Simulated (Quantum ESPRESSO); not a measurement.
# 1T-ZrS2, 1 layer: a series in biaxial strain, part 4 of 7

Wanted: a table for 1T-ZrS2, 1 layer against biaxial strain, and what can be fitted to it.

Quantum ESPRESSO 7.5; plane-wave DFT, PBE, GBRV ultrasoft pseudopotentials.

So far. Step 2 (Relaxing cell and ions of the reference):  The last row is no step: it is a fresh SCF in the final cell with a new plane-wave basis, -0 meV from the row before. Step 3 (Relaxing the ions, -4 %): The relaxation lowers the energy by 19 meV an atom.

**6. Bands along a path, -4 %**

Bands along a path place the edges.

Contents of m0.bands.in:

```
&control
  prefix = 'm0.bands'
  outdir = './out'
  pseudo_dir = './pseudo'
  calculation = 'bands'
/
&system
  ibrav = 0
  nat = 3
  ntyp = 2
  ecutwfc = 40
  ecutrho = 200
  occupations = 'smearing'
  smearing = 'fd'
  degauss = 0.002
  nbnd = 18
/
&electrons
  conv_thr = 1e-07
  mixing_beta = 0.4
  electron_maxstep = 120
  mixing_mode = 'plain'
/
ATOMIC_SPECIES
  S   32.0600  s_pbe_v1.4.uspp.F.UPF
  Zr  91.2240  zr_pbe_v1.uspp.F.UPF
CELL_PARAMETERS angstrom
  3.53685907584000 0.00000000000000 0.00000000000000
  -1.76842953792000 3.06300980928000 0.00000000000000
  0.00000000000000 0.00000000000000 18.15080413000000
ATOMIC_POSITIONS crystal
  S   0.666666666700 0.333333333300 0.416511205800
  Zr  0.000000000000 0.000000000000 0.500000000000
  S   0.333333333300 0.666666666700 0.583488794200
K_POINTS crystal_b
4
  0.0000000000 0.0000000000 0.0000000000 12
  0.5000000000 0.0000000000 0.0000000000 12
  0.3333333333 0.3333333333 0.0000000000 12
  0.0000000000 0.0000000000 0.0000000000 1
```

Command:

```sh
$ cp -r out/m0.scf.save out/m0.bands.save
$ cp out/m0.scf.xml out/m0.bands.xml
$ OMP_NUM_THREADS=1 mpirun -n 4 pw.x -nk 4 -in m0.bands.in > m0.bands.out
```

The log of the run:

```text
[banner, memory and clock lines left out]
Program PWSCF v.7.5 starts

          URL

     Atomic positions and unit cell read from directory:
     ./out/m0.bands.save/

     Message from routine setup:
     using ibrav=0 with symmetry is DISCOURAGED, use correct ibrav instead

     G-vector sticks info

     bravais-lattice index     =            0
     lattice parameter (alat)  =       6.6837  a.u.
     unit-cell volume          =    1326.9624 (a.u.)^3
     number of atoms/cell      =            3
     number of atomic types    =            2
     number of electrons       =        24.00
     number of Kohn-Sham states=           18
     kinetic-energy cutoff     =      40.0000  Ry
     charge density cutoff     =     200.0000  Ry
     Exchange-correlation= SLA  PW   PBE  PBE
                           (   1   4   3   4   0   0   0)

     celldm(1)=   6.683695  celldm(2)=   0.000000  celldm(3)=   0.000000
     celldm(4)=   0.000000  celldm(5)=   0.000000  celldm(6)=   0.000000

     crystal axes: (cart. coord. in units of alat)
               a(1) = (   1.000000   0.000000   0.000000 )
               a(2) = (  -0.500000   0.866025   0.000000 )
               a(3) = (   0.000000   0.000000   5.131899 )

     reciprocal axes: (cart. coord. in units 2 pi/alat)
               b(1) = (  1.000000  0.577350 -0.000000 )
               b(2) = (  0.000000  1.154701  0.000000 )
               b(3) = (  0.000000 -0.000000  0.194860 )

     PseudoPot. # 1 for S  read from file:
     ./pseudo/s_pbe_v1.4.uspp.F.UPF
     Pseudo is Ultrasoft + core correction, Zval =  6.0
     Generated by new atomic code, or converted to UPF format
     Using radial grid of  907 points,  6 beta functions with:
                l(1) =   0
                l(2) =   0
                l(3) =   1
                l(4) =   1
                l(5) =   2
                l(6) =   2
     Q(r) pseudized with  8 coefficients,  rinner =    1.300   1.300   1.300
                                                       1.300   1.300

     PseudoPot. # 2 for Zr read from file:
     ./pseudo/zr_pbe_v1.uspp.F.UPF
     Pseudo is Ultrasoft + core correction, Zval = 12.0
     Generated by new atomic code, or converted to UPF format
     Using radial grid of  887 points,  6 beta functions with:
                l(1) =   0
                l(2) =   0
                l(3) =   1
                l(4) =   1
                l(5) =   2
                l(6) =   2
     Q(r) pseudized with  6 coefficients,  rinner =    1.200   1.200   1.200
                                                       1.200   1.200

     atomic species   valence    mass     pseudopotential
     S                 6.00    32.06000     S ( 1.00)
     Zr               12.00    91.22400     Zr( 1.00)

     12 Sym. Ops., with inversion, found

   Cartesian axes

     site n.     atom                  positions (alat units)
         1        S      tau(   1) = (   0.5000000   0.2886751   2.1374935  )
         2        Zr     tau(   2) = (   0.0000000   0.0000000   2.5659496  )
         3        S      tau(   3) = (  -0.0000000   0.5773503   2.9944057  )

     number of k points=    37  Fermi-Dirac smearing, width (Ry)=  0.0020
                       cart. coord. in units 2pi/alat
        k(    1) = (   0.0000000   0.0000000   0.0000000), wk =   0.0540541
        k(    2) = (   0.0416667   0.0240563   0.0000000), wk =   0.0540541
        k(    3) = (   0.0833333   0.0481125   0.0000000), wk =   0.0540541
        k(    4) = (   0.1250000   0.0721688   0.0000000), wk =   0.0540541
        k(    5) = (   0.1666667   0.0962250   0.0000000), wk =   0.0540541
        k(    6) = (   0.2083333   0.1202813   0.0000000), wk =   0.0540541
        k(    7) = (   0.2500000   0.1443376   0.0000000), wk =   0.0540541
        k(    8) = (   0.2916667   0.1683938   0.0000000), wk =   0.0540541
        k(    9) = (   0.3333333   0.1924501   0.0000000), wk =   0.0540541
        k(   10) = (   0.3750000   0.2165064   0.0000000), wk =   0.0540541
        k(   11) = (   0.4166667   0.2405626   0.0000000), wk =   0.0540541
        k(   12) = (   0.4583333   0.2646189   0.0000000), wk =   0.0540541
        k(   13) = (   0.5000000   0.2886751   0.0000000), wk =   0.0540541
        k(   14) = (   0.4861111   0.3127314   0.0000000), wk =   0.0540541
        k(   15) = (   0.4722222   0.3367877   0.0000000), wk =   0.0540541
        k(   16) = (   0.4583333   0.3608439   0.0000000), wk =   0.0540541
        k(   17) = (   0.4444444   0.3849002   0.0000000), wk =   0.0540541
        k(   18) = (   0.4305556   0.4089564   0.0000000), wk =   0.0540541
        k(   19) = (   0.4166667   0.4330127   0.0000000), wk =   0.0540541
        k(   20) = (   0.4027778   0.4570690   0.0000000), wk =   0.0540541
        k(   21) = (   0.3888889   0.4811252   0.0000000), wk =   0.0540541
        k(   22) = (   0.3750000   0.5051815   0.0000000), wk =   0.0540541
        k(   23) = (   0.3611111   0.5292377   0.0000000), wk =   0.0540541
        k(   24) = (   0.3472222   0.5532940   0.0000000), wk =   0.0540541
        k(   25) = (   0.3333333   0.5773503   0.0000000), wk =   0.0540541
        k(   26) = (   0.3055556   0.5292377   0.0000000), wk =   0.0540541
        k(   27) = (   0.2777778   0.4811252   0.0000000), wk =   0.0540541
        k(   28) = (   0.2500000   0.4330127   0.0000000), wk =   0.0540541
        k(   29) = (   0.2222222   0.3849002   0.0000000), wk =   0.0540541
        k(   30) = (   0.1944444   0.3367877   0.0000000), wk =   0.0540541
        k(   31) = (   0.1666667   0.2886751   0.0000000), wk =   0.0540541
        k(   32) = (   0.1388889   0.2405626   0.0000000), wk =   0.0540541
        k(   33) = (   0.1111111   0.1924501   0.0000000), wk =   0.0540541
        k(   34) = (   0.0833333   0.1443376   0.0000000), wk =   0.0540541
        k(   35) = (   0.0555556   0.0962250   0.0000000), wk =   0.0540541
        k(   36) = (   0.0277778   0.0481125   0.0000000), wk =   0.0540541
        k(   37) = (   0.0000000   0.0000000   0.0000000), wk =   0.0540541

     Dense  grid:    63215 G-vectors     FFT dimensions: (  32,  32, 160)

     Smooth grid:    45445 G-vectors     FFT dimensions: (  27,  27, 144)

     The potential is recalculated from file :
     ./out/m0.bands.save/charge-density

     negative rho (up, down):  6.268E-02 0.000E+00
     Starting wfcs are   21 randomized atomic wfcs

     Band Structure Calculation
     Davidson diagonalization with overlap

     ethr =  4.17E-10,  avg # of iterations = 42.2

     End of band structure calculation

          k = 0.0000 0.0000 0.0000 (  5697 PWs)   bands (ev):

   -50.4205 -28.5193 -28.3211 -28.3211 -14.3163 -13.1858  -5.7451  -4.1296
[...]
-4.0876  -2.5957  -2.0862  -1.7817   0.1153   0.3455   0.7533   3.1636
     3.4612   4.0373

          k = 0.1250 0.0722 0.0000 (  5679 PWs)   bands (ev):

   -50.4160 -28.5069 -28.3767 -28.3330 -14.1396 -13.1945  -5.5170  -4.5709
    -4.0425  -2.5820  -2.4320  -1.9805   0.0592   0.5951   0.9135   2.9524
     3.4425   4.2319

          k = 0.1667 0.0962 0.0000 (  5667 PWs)   bands (ev):

   -50.4128 -28.4982 -28.4154 -28.3414 -14.0126 -13.1993  -5.3583  -4.7502
    -3.9932  -3.1198  -2.3216  -2.1729  -0.0537   0.8557   1.0987   2.8310
     3.4442   4.4651

          k = 0.2083 0.1203 0.0000 (  5666 PWs)   bands (ev):

   -50.4091 -28.4888 -28.4594 -28.3511 -13.8637 -13.2019  -5.2066  -4.8610
    -3.9525  -3.6525  -2.3328  -2.2984  -0.2010   1.1023   1.2900   2.8479
     3.4790   4.7307

          k = 0.2500 0.1443 0.0000 (  5656 PWs)   bands (ev):

   -50.4051 -28.5096 -28.4750 -28.3615 -13.7068 -13.1960  -5.1834  -4.8047
    -4.1304  -3.9329  -2.4450  -2.3722  -0.3590   1.3243   1.4816   3.0166
     3.5495   5.0268

          k = 0.2917 0.1684 0.0000 (  5654 PWs)   bands (ev):

   -50.4011 -28.5560 -28.4646 -28.3719 -13.5647 -13.1678  -5.2786  -4.7470
    -4.3902  -3.9404  -2.5280  -2.5059  -0.5058   1.5219   1.6773   3.3155
     3.6465   5.3307

          k = 0.3333 0.1925 0.0000 (  5662 PWs)   bands (ev):

   -50.3974 -28.5994 -28.4543 -28.3815 -13.4687 -13.0970  -5.4709  -4.8762
    -4.2750  -3.9706  -2.7262  -2.5245  -0.6297   1.6993   1.8832   3.7046
     3.7539   5.4297

          k = 0.3750 0.2165 0.0000 (  5664 PWs)   bands (ev):

   -50.3942 -28.6363 -28.4453 -28.3898 -13.4257 -12.9890  -5.7365  -4.8959
    -4.1387  -4.0116  -2.9066  -2.5174  -0.7287   1.8569   2.1003   3.8548
     4.1381   5.1919

          k = 0.4167 0.2406 0.0000 (  5678 PWs)   bands (ev):

   -50.3918 -28.6645 -28.4384 -28.3961 -13.4117 -12.8812  -5.9752  -4.8231
    -4.1115  -4.0504  -3.0051  -2.5010  -0.8035   1.9872   2.3158   3.9358
     4.5534   4.8769

          k = 0.4583 0.2646 0.0000 (  5684 PWs)   bands (ev):

   -50.3902 -28.6821 -28.4341 -28.4001 -13.4083 -12.8051  -6.1330  -4.7097
    -4.1934  -4.0774  -3.0188  -2.4869  -0.8520   2.0755   2.4929   3.9878
     4.6062   4.8447

          k = 0.5000 0.2887 0.0000 (  5670 PWs)   bands (ev):

   -50.3897 -28.6881 -28.4326 -28.4014 -13.4078 -12.7778  -6.1878  -4.6395
    -4.2616  -4.0870  -3.0118  -2.4816  -0.8691   2.1071   2.5659   4.0057
     4.5025   4.9174

          k = 0.4861 0.3127 0.0000 (  5688 PWs)   bands (ev):

   -50.3897 -28.6872 -28.4325 -28.4033 -13.4035 -12.7799  -6.1780  -4.6521
    -4.2565  -4.0805  -3.0102  -2.5328  -0.8265   2.0966   2.5522   3.9640
     4.5577   4.9133

          k = 0.4722 0.3368 0.0000 (  5686 PWs)   bands (ev):

   -50.3895 -28.6845 -28.4320 -28.4087 -13.3905 -12.7859  -6.1489  -4.6874
    -4.2414  -4.0627  -3.0065  -2.6717  -0.7127   2.0679   2.5116   3.8669
     4.6968   4.8998

          k = 0.4583 0.3608 0.0000 (  5660 PWs)   bands (ev):

   -50.3892 -28.6799 -28.4313 -28.4175 -13.3693 -12.7959  -6.1009  -4.7388
    -4.2171  -4.0365  -3.0049  -2.8688  -0.5542   2.0276   2.4455   3.7495
     4.8744   4.8889

          k = 0.4444 0.3849 0.0000 (  5670 PWs)   bands (ev):

   -50.3888 -28.6736 -28.4304 -28.4295 -13.3407 -12.8096  -6.0348  -4.7994
    -4.1854  -4.0047  -3.0982  -3.0103  -0.3720   1.9829   2.3560   3.6314
     4.8338   5.1195

          k = 0.4306 0.4090 0.0000 (  5674 PWs)   bands (ev):

   -50.3884 -28.6656 -28.4441 -28.4293 -13.3055 -12.8268  -5.9516  -4.8628
    -4.1497  -3.9686  -3.3410  -3.0276  -0.1781   1.9380   2.2464   3.5269
     4.7755   5.3804

          k = 0.4167 0.4330 0.0000 (  5676 PWs)   bands (ev):

   -50.3879 -28.6561 -28.4610 -28.4280 -13.2651 -12.8473  -5.8526  -4.9241
    -4.1191  -3.9289  -3.5783  -3.0603   0.0219   1.8930   2.1206   3.4485
     4.6972   5.6647

          k = 0.4028 0.4571 0.0000 (  5688 PWs)   bands (ev):

   -50.3874 -28.6452 -28.4795 -28.4268 -13.2210 -12.8705  -5.7394  -4.9794
    -4.1260  -3.8858  -3.7716  -3.1097   0.2254   1.8448   1.9831   3.4075
     4.5976   5.9668

          k = 0.3889 0.4811 0.0000 (  5670 PWs)   bands (ev):

   -50.3870 -28.6329 -28.4989 -28.4255 -13.1749 -12.8962  -5.6139  -5.0262
    -4.2420  -3.8456  -3.8397  -3.1748   0.4311   1.7888   1.8394   3.4113
     4.4770   6.2816

          k = 0.3750 0.5052 0.0000 (  5670 PWs)   bands (ev):

   -50.3865 -28.6195 -28.5188 -28.4244 -13.1286 -12.9237  -5.4784  -5.0625
    -4.4361  -3.8285  -3.7917  -3.2518   0.6372   1.6960   1.7222   3.4625
     4.3374   6.6042

          k = 0.3611 0.5292 0.0000 (  5659 PWs)   bands (ev):

   -50.3862 -28.6051 -28.5384 -28.4235 -13.0845 -12.9524  -5.3361  -5.0876
    -4.6386  -3.7879  -3.7452  -3.3333   0.8384   1.5626   1.6454   3.5578
     4.1825   6.7352

          k = 0.3472 0.5533 0.0000 (  5683 PWs)   bands (ev):

   -50.3859 -28.5899 -28.5570 -28.4230 -13.0446 -12.9819  -5.1943  -5.1011
    -4.8215  -3.7463  -3.7107  -3.4041   1.0143   1.4629   1.5606   3.6897
     4.0174   6.7528

          k = 0.3333 0.5774 0.0000 (  5679 PWs)   bands (ev):

   -50.3859 -28.5740 -28.5740 -28.4227 -13.0113 -13.0113  -5.1039  -5.1039
    -4.9277  -3.7125  -3.7125  -3.4343   1.0920   1.4712   1.4712   3.8485
     3.8485   6.7574

          k = 0.3056 0.5292 0.0000 (  5673 PWs)   bands (ev):

   -50.3862 -28.6014 -28.5412 -28.4237 -13.0679 -12.9731  -5.2933  -5.0845
    -4.6856  -3.8315  -3.6878  -3.3434   0.9562   1.2887   1.7992   3.5274
     4.2014   6.7403

          k = 0.2778 0.4811 0.0000 (  5679 PWs)   bands (ev):

   -50.3875 -28.6166 -28.5079 -28.4269 -13.1176 -12.9844  -5.4234  -5.0535
    -4.3909  -3.9440  -3.7361  -3.1692   0.7876   1.1116   2.1323   3.2777
     4.5073   6.6592

          k = 0.2500 0.4330 0.0000 (  5639 PWs)   bands (ev):

   -50.3897 -28.6176 -28.4759 -28.4322 -13.1573 -13.0525  -5.4184  -5.0425
    -4.1567  -3.9544  -3.8346  -2.9625   0.6423   0.9465   2.3238   3.1265
     4.6142   6.4442

          k = 0.2222 0.3849 0.0000 (  5651 PWs)   bands (ev):

   -50.3929 -28.6035 -28.4512 -28.4346 -13.1854 -13.1749  -5.2787  -5.0592
    -4.1744  -3.8365  -3.8001  -2.7413   0.5142   0.7988   2.3681   3.0131
     4.4262   6.1384

          k = 0.1944 0.3368 0.0000 (  5655 PWs)   bands (ev):

   -50.3968 -28.5753 -28.4551 -28.4134 -13.3404 -13.2020  -5.0750  -5.0261
    -4.3907  -3.6709  -3.6114  -2.5271   0.4102   0.6761   2.2826   2.9268
     4.0412   5.7454

          k = 0.1667 0.2887 0.0000 (  5659 PWs)   bands (ev):

   -50.4013 -28.5357 -28.4666 -28.3893 -13.5319 -13.2087  -5.0563  -4.7965
    -4.5388  -3.5788  -3.3117  -2.3504   0.3452   0.5859   2.0446   2.9503
     3.6041   5.3402

          k = 0.1389 0.2406 0.0000 (  5665 PWs)   bands (ev):

   -50.4060 -28.4886 -28.4794 -28.3684 -13.7309 -13.2082  -4.9852  -4.9829
    -4.2600  -3.4767  -2.9645  -2.2472   0.3212   0.5243   1.7258   3.0569
     3.2221   4.9658

          k = 0.1111 0.1925 0.0000 (  5671 PWs)   bands (ev):

   -50.4105 -28.4919 -28.4390 -28.3512 -13.9199 -13.2035  -5.2295  -4.8482
    -4.0592  -3.2036  -2.5958  -2.2422   0.3217   0.4626   1.3948   2.9863
     3.1922   4.6339

          k = 0.0833 0.1443 0.0000 (  5697 PWs)   bands (ev):

   -50.4146 -28.5030 -28.3925 -28.3380 -14.0836 -13.1971  -5.4431  -4.6575
    -4.0384  -2.7293  -2.3738  -2.1984   0.3202   0.3647   1.0824   2.9569
     3.3218   4.3437

          k = 0.0556 0.0962 0.0000 (  5689 PWs)   bands (ev):

   -50.4177 -28.5118 -28.3546 -28.3286 -14.2098 -13.1912  -5.6071  -4.4324
    -4.0775  -2.5415  -2.2009  -1.8817   0.2349   0.2790   0.8188   3.1152
     3.4215   4.0965

          k = 0.0278 0.0481 0.0000 (  5693 PWs)   bands (ev):

   -50.4198 -28.5174 -28.3298 -28.3230 -14.2892 -13.1872  -5.7100  -4.2236
    -4.1152  -2.7327  -1.7495  -1.6435   0.1207   0.1615   0.6634   3.3575
     3.4772   3.9180

          k = 0.0000 0.0000 0.0000 (  5697 PWs)   bands (ev):

   -50.4205 -28.5193 -28.3211 -28.3211 -14.3163 -13.1858  -5.7451  -4.1296
    -4.1296  -2.8230  -1.5539  -1.5539   0.0745   0.0745   0.6222   3.4921
     3.4921   3.8527

     XML data file, pseudopotentials, collected wavefunctions

                                        0.00s GPU  (     452 calls)
```

Wall time 12 s (4 MPI ranks of Intel Xeon Platinum 8488C (Sapphire Rapids), shared host); peak memory 0.35 GiB; 48 s of CPU time.

Numbers from this step:

* conduction bottom, on the run's zero: -0.8691 eV

Band numbers count within the set of bands kept for display. Electronic bands along the path, in eV, zero at the highest filled level of the SCF mesh; v1 is the highest filled band, c1 the lowest empty one:

```tsv
point	v4	v3	v2	v1	c1	c2	c3	c4
Γ	-2.58	-1.27	0.00	0.00	1.63	1.63	2.18	5.05
M	-2.71	-2.53	-1.46	-0.93	0.68	3.66	4.12	5.56
K	-3.37	-2.16	-2.16	-1.88	2.65	3.02	3.02	5.40
Γ	-2.58	-1.27	0.00	0.00	1.63	1.63	2.18	5.05
```

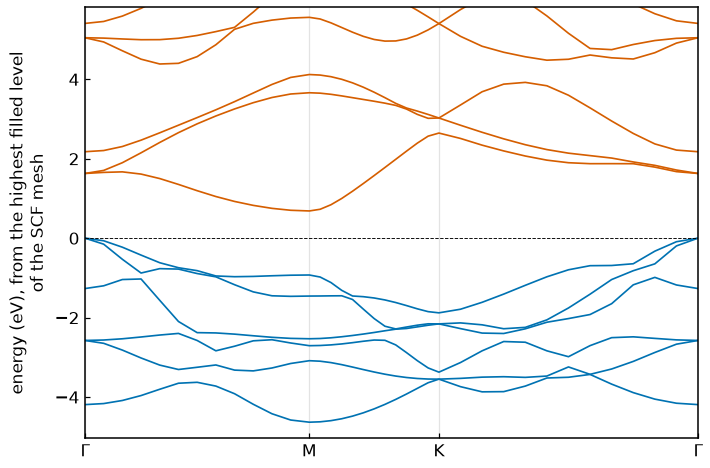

Electronic bands along the path; lines of filled and empty bands in two colours.

Along this path the valence top lies at Γ and the conduction bottom at M.

[end of part 4 of 7]

[Logs are printed without paths, hosts, clocks, repeated set-up lines and the standing remarks that a program may print on its own settings, such as how far it seeks lower states.]

[Hosts, paths, dates, database ids (printed as entryN), source tags and the programs' standing remarks are cut or masked in the printed files.]

[Maps of the electrostatic potential energy from Ansatz leave out the sawtooth potential of an applied field or a dipole correction, so their vacuum need not be flat; planar profiles and work functions include it.]
